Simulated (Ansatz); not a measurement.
**NaI: single-point calculation**

- system: NaI (4 atoms in the cell)
- method: DFT, PBE, plane waves, PAW, no spin polarisation (Ansatz 0.2.0)

The structure was built on a prototype by a generator. The geometry comes from this level: r2SCAN (a point of a series of volumes). It belongs to a series of runs on one base structure; here: volume -4%. Figures and captions count atoms from 1; the log counts them from 0 in places.

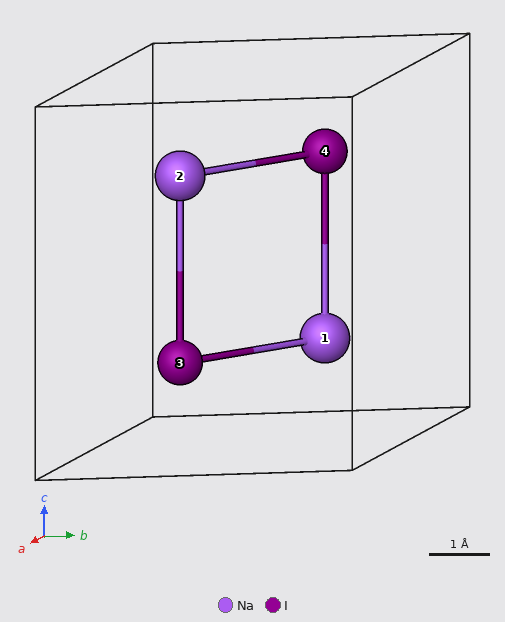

The structure (ball-and-stick view of the cell of the calculation, seen slightly off an axis; atoms are numbered from 1 in the order of the input).

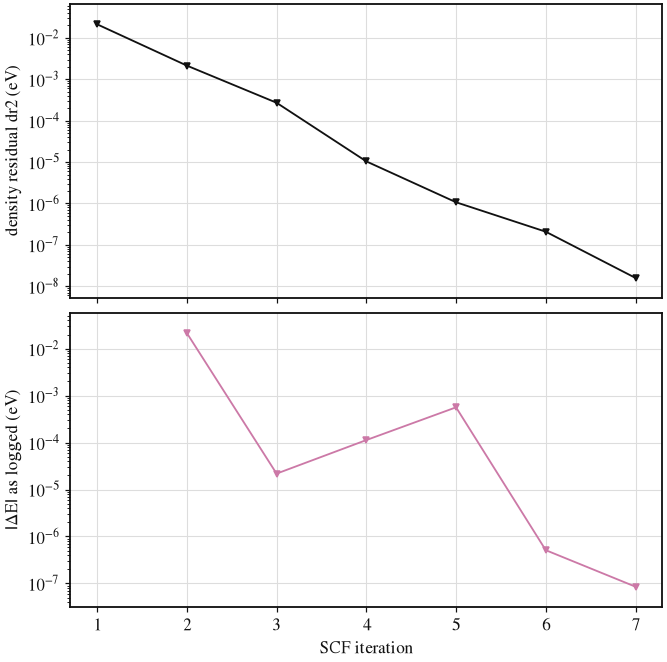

Convergence of the self-consistent field: density residual dr2 and size of the energy change against the SCF iteration. The residual falls at every step.

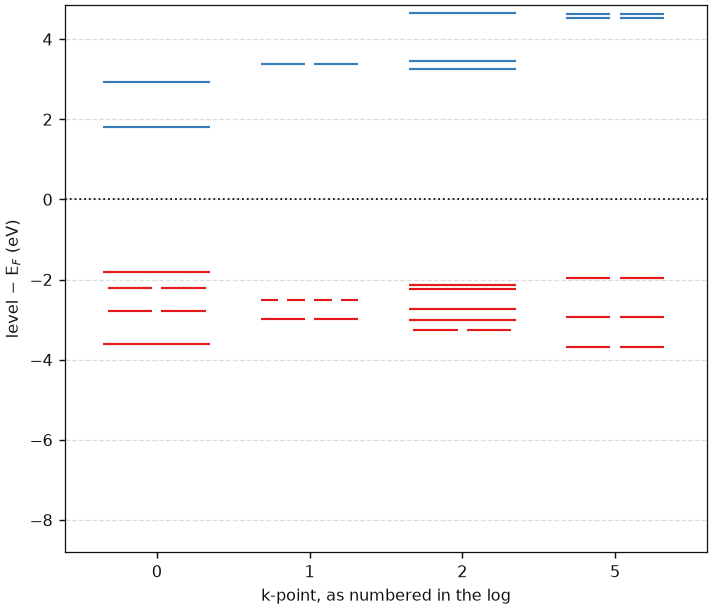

Kohn–Sham levels near the Fermi level (dotted) at the few k-points that the log prints; levels within 0.02 eV of each other stand side by side. Among these points the highest filled and lowest empty levels are 3.61 eV apart, which is the gap on the mesh.

The input and output of the run follow.

### Input
```yaml
crystal:
  lattice:
    - [5.3432376618, 0.0, 0.0]
    - [-2.6716188309, 4.6273795536, 0.0]
    - [0.0, 0.0, 6.3748767074]
  atoms:
    - { symbol: Na, position: [0.3333333333, 0.6666666667, 0.25] }
    - { symbol: Na, position: [0.6666666667, 0.3333333333, 0.75] }
    - { symbol: I, position: [0.6666666667, 0.3333333333, 0.25] }
    - { symbol: I, position: [0.3333333333, 0.6666666667, 0.75] }
kpoints:
  mp_grid: { grid: [3, 3, 2] }
hamiltonian:
  xc: pbe
scf:
  occupations: { method: fermi_dirac, width: 0.02 }
  n_extra_bands: 5
output:
  forces: true
  stress: true
  eigenvalues: true
basis:
  ecutwfc: 260
```

Launched with:
```bash
ansatz run input.yaml --threads 2 --pin off --max-ram 2764MiB --backend cpu --events-out ev --progress --plain --runs-dir out
```

### Output
```
Warning: basis.ecutwfc = 260 eV is below the records' recommended 420 eV, and the density's cutoff is lower with it unless basis.ecutrho_ratio is high enough to keep the records' density cutoff: compare with a run at a higher cutoff
scf.n_extra_bands = 5 over 26 filled bands (N_el = 52.0): the run solves 31 bands
Engine: ansatz 0.2.0, aarch64-unknown-linux-gnu
Pseudopotentials: kind: paw
Pseudopotential: Na, paw, valence charge 9, recommended cutoff 420 eV (normal), Na.paw.azcp
Pseudopotential: I, paw, valence charge 17, recommended cutoff 420 eV (normal), I.paw.azcp
Functional definition: PBE
  parameter kappa = 0.804
  parameter beta = 0.06672455060314922
  exchange = pbe_x(kappa = kappa, mu = beta*pi^2/3)
  correlation = pbe_c(beta = beta)
Crystal: 4 atoms, lattice volume = 157.620 Å³
Basis set: ecut = 260 eV, 1487 PW (Γ), exchange–correlation on 60×60×72 points (8 copies of the dense FFT grid, shifted against one another)
Bands: 31, of which v1, the nominal top of the filled ones, is band 26 counted from 1 (25 counted from 0)
Symmetry: 24 space group operations
Space group: P63/mmc (ITA 194), of the structure as read, at distance tolerance 5.4e-5 Å
k-points: 6 of 18
Non-local potential: Na, projectors of the file, l = 0: 3, l = 1: 2, l = 2: 1
Non-local potential: I, projectors of the file, l = 0: 2, l = 1: 2, l = 2: 2, l = 3: 2
PAW form: soft (Blöchl's): semilocal exchange-correlation on the pseudo side does not see the compensation charge
PAW one-centre angular grid: Na, 110 points (default); XC on 64 Gauss nodes
PAW one-centre angular grid: I, 590 points (default); XC on 64 Gauss nodes
Initial density: superposition of atomic densities (neutral atoms: chi_scale 0, normalization atom), corrected by the library's trained network
Initial wavefunctions: pseudopotential atomic-orbital guess
Functional: x = pbe(κ = 0.804, μ = 0.2195149727645171), c = pbe(β = 0.06672455060314922)
SCF iter   1: F=—  HF=-18001.848300 eV  |F-HF|=—  |Δ(HF+E_count)|=         —  Δρ=7.05e-3  dr2=2.13e-2  ethr=1.77e-3  ⟨swp⟩=7.2  Hψ=811  notcnv=0
preconditioner: auto → Resta (q_TF=auto, 2.268 Å⁻¹)  ε∞=2.5  [insulator: Δε(μ)=3.614 eV  Ē_g=9.776 eV  σ=0.020 eV  W_gap=1.00  n_scr=22 (ndim 8)  ℏωp=11.8 eV  f_vac=0.248  D(μ)=0.00/eV (n_scr^D=0)  ε∞_Penn≈2.5]
SCF iter   2: F=—  HF=-18001.826762 eV  |F-HF|=—  |Δ(HF+E_count)|=   2.15e-2  Δρ=2.44e-3  dr2=2.14e-3  ethr=4.09e-5  ⟨swp⟩=2.3  Hψ=416  notcnv=0  defer=6
SCF iter   3: F=—  HF=-18001.826783 eV  |F-HF|=—  |Δ(HF+E_count)|=   2.18e-5  Δρ=6.16e-4  dr2=2.71e-4  ethr=4.12e-6  ⟨swp⟩=2.0  Hψ=348  notcnv=0  defer=6
SCF iter   4: F=—  HF=-18001.826897 eV  |F-HF|=—  |Δ(HF+E_count)|=   1.13e-4  Δρ=5.73e-5  dr2=1.04e-5  ethr=5.22e-7  ⟨swp⟩=2.0  Hψ=222  notcnv=0  defer=6
SCF iter   5: F=—  HF=-18001.827460 eV  |F-HF|=—  |Δ(HF+E_count)|=   5.63e-4  Δρ=2.71e-5  dr2=1.07e-6  ethr=2.00e-8  ⟨swp⟩=2.0  Hψ=336  notcnv=0  defer=6
SCF iter   6: F=—  HF=-18001.827460 eV  |F-HF|=—  |Δ(HF+E_count)|=   5.11e-7  Δρ=1.11e-5  dr2=2.08e-7  ethr=2.06e-9  ⟨swp⟩=2.2  Hψ=239  notcnv=0  defer=6
SCF iter   7: F=-18001.827460 eV  HF=-18001.827460 eV  |F-HF|=1.16e-8  |Δ(HF+E_count)|=   8.52e-8  Δρ=2.79e-6  dr2=1.59e-8  ethr=1.92e-10  ⟨swp⟩=9.5  Hψ=787  notcnv=0
SCF 1 converged in 7 iterations: F = -18001.827460 eV  dr2 = 1.59e-8
  greatest PAW one-centre occupation: 1.013 electrons in one spin orbital (limit 2), on the Na atom at site 1 (counted from 0), in its partial waves of l = 1
SCF converged after 7 iterations
Free energy (F): -18001.827460 eV
Harris-Foulkes:  -18001.827460 eV  (|F-HF|=1.16e-8)
Internal energy: -18001.827460 eV  (E = F + TS)
E sigma→0 (E₀):  -18001.827460 eV
Fermi energy:    3.630837 eV
--- Per-component energies (eV) ---
  E_band       = -1299.086214
  E_kinetic    = 632.134335
  E_local      = -7468.646677  (includes V_loc(G=0)·N_el)
  E_nonlocal   = 42.977415
  E_hartree    = 3388.544318
  E_xc         = -336.806982
  E_vxc        = -360.815176  (∫ρ·V_xc dr)
  E_paw        = -10161.307230  (= ΣΔE_a)
  E_vpaw       = -921.823077  (= ΣTr[D̂ρ^β])
  E_aug_tail   = 0.005687  (compensation charges beyond the density's cutoff)
  E_ewald      = -4098.728326
  E_smearing   = -0.000000  (= −TS)
  E_closure    = -0.000000  (closes the sum)
  Σ components = -18001.827460   (vs F -18001.827460, Δ=0.00e0)
--- Forces (eV/Å), atoms counted from 1 ---
  atom   1  Na     0.00000000    -0.00000000     0.00000000
  atom   2  Na     0.00000000     0.00000000    -0.00000000
  atom   3  I      0.00000000    -0.00000000    -0.00000000
  atom   4  I      0.00000000     0.00000000     0.00000000
  max |Σ_I F_I| component: 1.45e-19 eV/Å
--- Stress (GPa, compression-positive) ---
        0.881012       0.000000       0.000000
        0.000000       0.881012       0.000000
        0.000000       0.000000       0.924635
  P = ⅓ Tr σ = 0.8956 GPa (8.956 kbar)
--- Band table (eV; the first three rows and the last of 6) ---
  k-point 0: bands = ["-48.8690", "-48.8690", "-41.4466", "-41.4443", "-41.4443", "-41.4382", "-41.4381", "-41.4381", "-41.4369", "-41.4369", "-41.4332", "-41.4332", "-20.7682", "-20.7682", "-20.7614", "-20.7600", "-20.7600", "-20.7585", "-9.1828", "-8.7914", "0.0162", "0.8404", "0.8404", "1.4290", "1.4290", "1.8257", "5.4359", "6.5711", "8.6750", "8.6750", "9.6055"]
  k-point 1: bands = ["-48.8687", "-48.8687", "-41.4471", "-41.4471", "-41.4471", "-41.4471", "-41.4378", "-41.4378", "-41.4228", "-41.4228", "-41.4228", "-41.4228", "-20.7677", "-20.7677", "-20.7566", "-20.7566", "-20.7566", "-20.7566", "-8.9853", "-8.9853", "0.6566", "0.6566", "1.1241", "1.1241", "1.1241", "1.1241", "7.0062", "7.0062", "8.5259", "8.5259", "8.5259"]
  k-point 2: bands = ["-48.8696", "-48.8688", "-41.4531", "-41.4530", "-41.4485", "-41.4469", "-41.4425", "-41.4393", "-41.4369", "-41.4336", "-41.4312", "-41.4283", "-20.7762", "-20.7665", "-20.7655", "-20.7647", "-20.7586", "-20.7581", "-9.0685", "-8.8416", "0.3608", "0.3718", "0.6261", "0.9064", "1.3869", "1.4961", "6.8922", "7.0857", "8.2940", "8.6299", "8.9080"]
  k-point 5: bands = ["-48.8697", "-48.8697", "-41.4501", "-41.4501", "-41.4480", "-41.4480", "-41.4476", "-41.4476", "-41.4451", "-41.4451", "-41.4450", "-41.4450", "-20.7741", "-20.7741", "-20.7714", "-20.7714", "-20.7621", "-20.7621", "-8.9287", "-8.9287", "-0.0554", "-0.0554", "0.7019", "0.7019", "1.6770", "1.6770", "8.1516", "8.1516", "8.2682", "8.2682", "9.4963"]
```

### Summary

```tsv
quantity	value
outcome	converged
space group (tolerance 0.01 Å)	P6₃/mmc (194)
electrons treated	52
free energy	−18001.8275 eV
Fermi energy	3.631 eV
gap on the k-point mesh	3.61 eV
pressure	0.90 GPa
largest force (length of the vector)	under 0.001 eV/Å
hardware	2 threads of Arm Neoverse V1, 24 GiB of memory available, shared host
wall time	0.71 s (CPU time 1.3 s)
peak memory	0.3 GiB
```

The program warns: the cutoff is below the recommended one.
